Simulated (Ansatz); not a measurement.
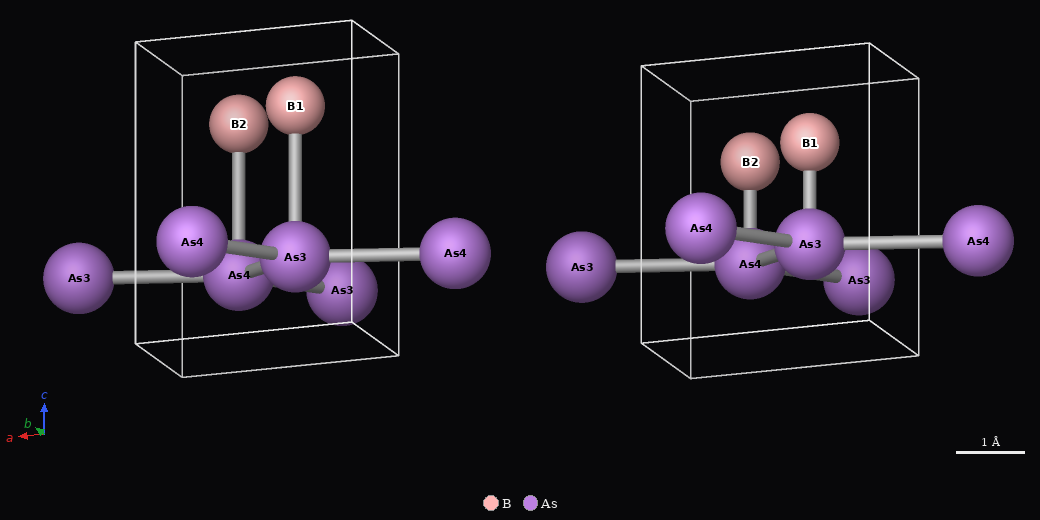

Two geometries of crystalline BAs (a generated structure, set up in P6mm) (coarse preliminary run), drawn at one scale. One is the start of a relaxation, the other its converged end. A ball-and-stick model of the cell of the calculation, seen from a free direction.

The calculation used DFT PBE, scalar-relativistic, plane waves, PAW (Ansatz 0.2.0). Settings: plane-wave cutoff 420 eV; k-point mesh 6 × 6 × 4; occupations gaussian; smearing width 0.1 eV; no spin polarisation; cell and atoms relaxed; force threshold 0.04 eV/Å; at most 70 steps.

Question: Which one is relaxed?

Answer: The left one is the relaxed one. The largest moves relative to the cell, 0.30 Å, are those of B1, B2, As3 and As4. B1 goes along +c. Largest moves by element: B 0.30 Å, As 0.30 Å. Cell: a = b 4.376 → 4.153 Å (−5.1 %), c 4.133 → 4.499 Å (+8.8 %). Volume −2.0 %. Among the contacts that change: B1–As3 1.515 → 2.249 Å, B1–As3 (another image) 2.618 → 2.249 Å, As3–As4 2.527 → 2.398 Å. The space group (tolerance 0.01 Å) goes from P6mm (No. 183) to P6/mmm (No. 191). Over 7 accepted moves (8 points after the start) the energy falls by 2074 meV per atom. The largest force component goes from 20 to 0.0002 eV/Å. The pressure goes from 48.43 to −0.06 GPa. The SCF was repeated once at an unchanged geometry on a basis and grid sized afresh for the cell, which shifted the energy by 0.4 meV per atom at most. Cost: 120 s on 1 thread of Intel(R) Xeon(R) Processor @ 2.50GHz (Skylake/Cascade Lake), on a shared host, peak memory 0.38 GiB.

Limits of the set-up: the k-point mesh is coarse for a cell with partly filled bands.
